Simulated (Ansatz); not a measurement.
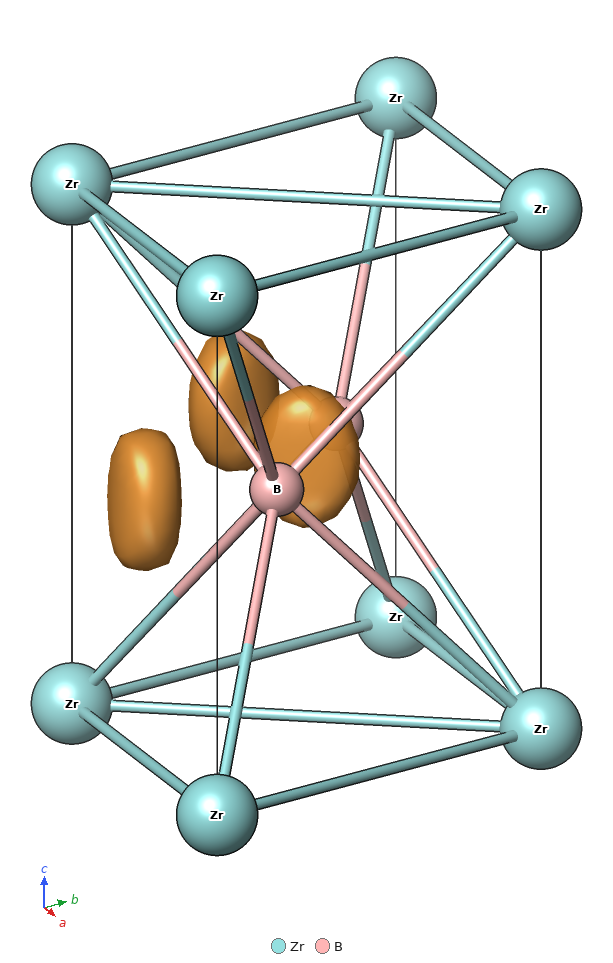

*ZrB₂. Isosurface of the electron localisation function at 0.8 (orange), seen slightly off an axis. Only the valence region is drawn (cores and ρ < 0.01 e/Å³ removed). Sticks mark near contacts.*

Space group P6/mmm; computed pressure about 4 GPa in this cell.

These are results of Kohn-Sham DFT of a periodic cell, revPBE, Ansatz PAW (Ansatz), not measurements.

In a PAW calculation such maps are meaningful between the atoms, not at the nuclei.

Input

```
crystal:
  lattice:
    - [3.17, 0.0, 0.0]
    - [-1.585, 2.74530053, 0.0]
    - [0.0, 0.0, 3.533]
  atoms:
    - { symbol: Zr, position: [0.0, 0.0, 0.0] }
    - { symbol: B, position: [0.6666666667, 0.3333333333, 0.5] }
    - { symbol: B, position: [0.3333333333, 0.6666666667, 0.5] }
hamiltonian:
  xc: revpbe
  pseudopotentials: { kind: paw }
kpoints:
  mp_grid: { grid: [10, 10, 8] }
  band_path:
    path:
      - [[0.0, 0.0, 0.0], [0.5, 0.0, 0.0], [0.3333333333, 0.3333333333, 0.0], [0.0, 0.0, 0.0], [0.0, 0.0, 0.5], [0.5, 0.0, 0.5], [0.3333333333, 0.3333333333, 0.5], [0.0, 0.0, 0.5]]
      - [[0.5, 0.0, 0.5], [0.5, 0.0, 0.0]]
      - [[0.3333333333, 0.3333333333, 0.0], [0.3333333333, 0.3333333333, 0.5]]
    npoints: 14
scf:
  occupations: { method: fermi_dirac, width: 0.05 }
  n_extra_bands: 7
output:
  forces: true
  stress: true
  eigenvalues: true
  fatbands: true
  write_density: true
  write_potential: true
  elf: true
  volumetric_format: npy
```

Run with:

```sh
ansatz run input.yaml --threads 2 --pin off --max-ram 5632MiB --backend cpu --events-out ev --progress --plain --runs-dir out
```

Below, planes, directions and counts refer to the conventional cell (a = 3.17 Å, b = 3.17 Å, c = 3.53 Å, α = 90.00°, β = 90.00°, γ = 120.00°).

Q: Where are the electrons localised?

A: At this value the surface marks out three regions between bonded B–B atoms, counted in one cell of 3 atoms. Regions shared between cells count once.

Values along the shortest contacts:
B–B (1.83 Å): the ELF peaks at about 0.85 between the atoms. Zr–B (2.54 Å): the ELF peaks at about 0.60 in the valence shell of B, 0.8 Å from its nucleus, and is about 0.15 at the midpoint.

Q: Does the calculation give a band gap?

A: It is metallic or semimetallic at this level of theory: no gap opens.
